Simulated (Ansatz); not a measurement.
# SiO2: what the fields show

```
Si O
1.0
     4.18541    0.00000    0.00000
     0.00000    4.18541    0.00000
     0.00000    0.00000    2.66874
Si O
2 4
Direct
  0.50000 0.50000 0.50000
  0.00000 0.00000 0.00000
  0.70656 0.68121 0.00000
  0.20656 0.81879 0.50000
  0.29344 0.31879 0.00000
  0.79344 0.18121 0.50000
```

Space group Pnnm; a structure from a database of computed crystals, not necessarily the ambient phase.

These are results of Ansatz, DFT r2SCAN, scalar-relativistic, plane waves, PAW, not measurements.

In a PAW calculation such maps are meaningful between the atoms, not at the nuclei.

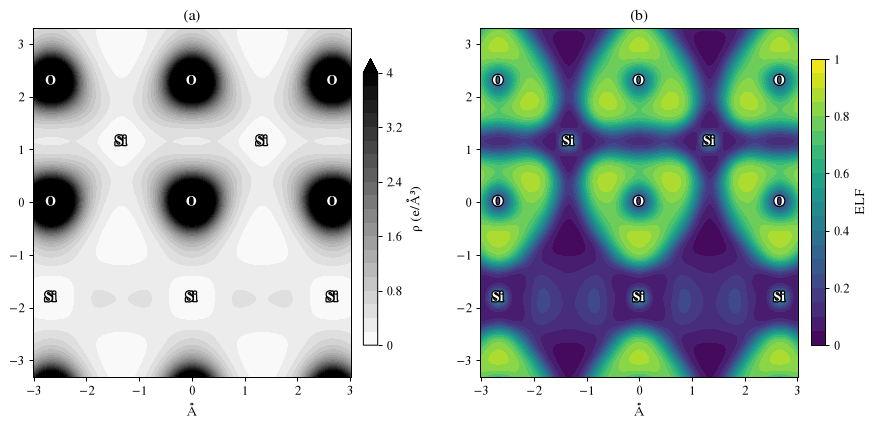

Figure 1. (a) valence electron density; (b) electron localisation function on the (110) plane of the conventional cell.

Read the bonding off the picture.

Answer. The section cuts through Si and O sites. Si–O (1.76 Å): the density is about 0.96 e/Å³ at the midpoint; the ELF peaks at about 0.85 between the atoms. Si–O (1.81 Å): ρ at the midpoint is about 0.84 e/Å³; the ELF peaks at about 0.90 between the atoms. Between the atoms the lowest density in this plane is 0.09 e/Å³.

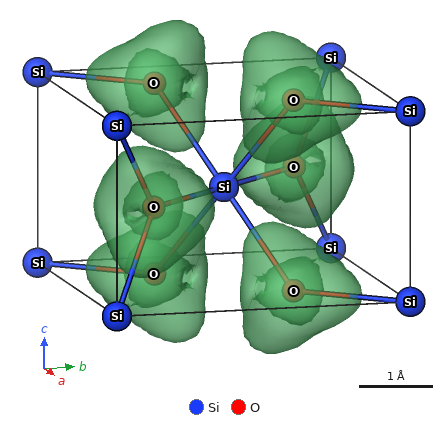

Figure 2. Isosurface of the electron localisation function at 0.75 (green), seen slightly off an axis. Core shells and regions of very low density are left out. Sticks mark near contacts.

Describe the localisation domains.

Answer. The ELF exceeds this value in four regions on O in which the atom's valence shell and bonds are merged, counted in one cell of 6 atoms. Any copies at cell faces, edges or corners count once.

Metal or insulator at this level of theory?

Answer. It is gapped, with a Kohn–Sham gap of 6.5 eV on the k-point mesh, an upper bound to the gap of this method.
